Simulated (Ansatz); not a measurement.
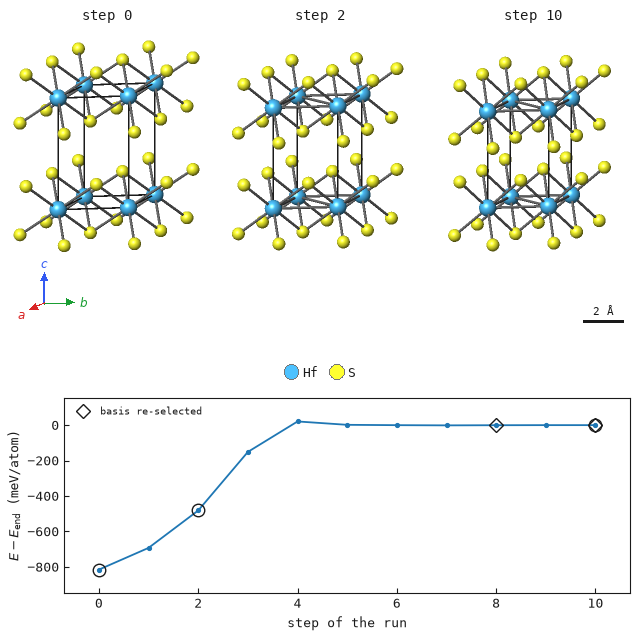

Frames of a relaxation of crystalline HfS$_{2}$ (set up in P-3m1), marked on the history of the run. The picture is a ball-and-stick view of the cell of the calculation, seen slightly off an axis.

Case: relaxed at 50 GPa.

The calculation used DFT PBE+D3(BJ), scalar-relativistic, plane waves, PAW in Ansatz 0.2.0. Set-up: plane-wave cutoff 420 eV; k-point mesh 12 × 12 × 6; occupations fixed; target pressure 50 GPa; no spin polarisation; cell and atoms relaxed; force threshold 0.001 eV/Å; at most 60 steps.

> What happens along the run?

After 8 accepted moves (10 points after the start) the energy has risen by 815 meV per atom. With the target pressure of 50 GPa, the enthalpy E + pV changes by −1563 meV per atom. Largest force component: 0.00089 eV/Å at the start, under 0.0001 eV/Å at the end. Pressure: 0.00 GPa at the start and 50.00 GPa at the end. At 2 points the geometry stayed and the basis and grid were re-selected for the new cell (energy shift of 0.8 meV per atom at most each time). The largest moves relative to the cell, 0.30 Å, are those of S atoms. Hf stays in place. The drawn cell changes as follows: a = b 3.606 → 3.123 Å (−13.4 %), c 5.769 → 4.983 Å (−13.6 %); the volume changes by −35.2 %. Near-neighbour distances that change, for instance: S–S 3.534 → 2.595 Å, Hf–Hf 3.606 → 3.123 Å, Hf–S 2.541 → 2.383 Å. Among the angles between lasting bonds that change: S–Hf–S 90.4° → 81.9°, Hf–S–Hf 90.4° → 81.9°, S–Hf–S 89.6° → 98.1°. The space group stays P-3m1 (No. 164). The run took 30 s on 1 thread of AMD EPYC 9R45 96-Core Processor (Zen 5) (shared host), peak memory 0.47 GiB. From step 0 to 2: S atoms move most (0.14 Å), volume −24.2 %, energy +334 meV per atom. From step 2 to 10: S atoms move most (0.17 Å), volume −14.5 %, energy +482 meV per atom.
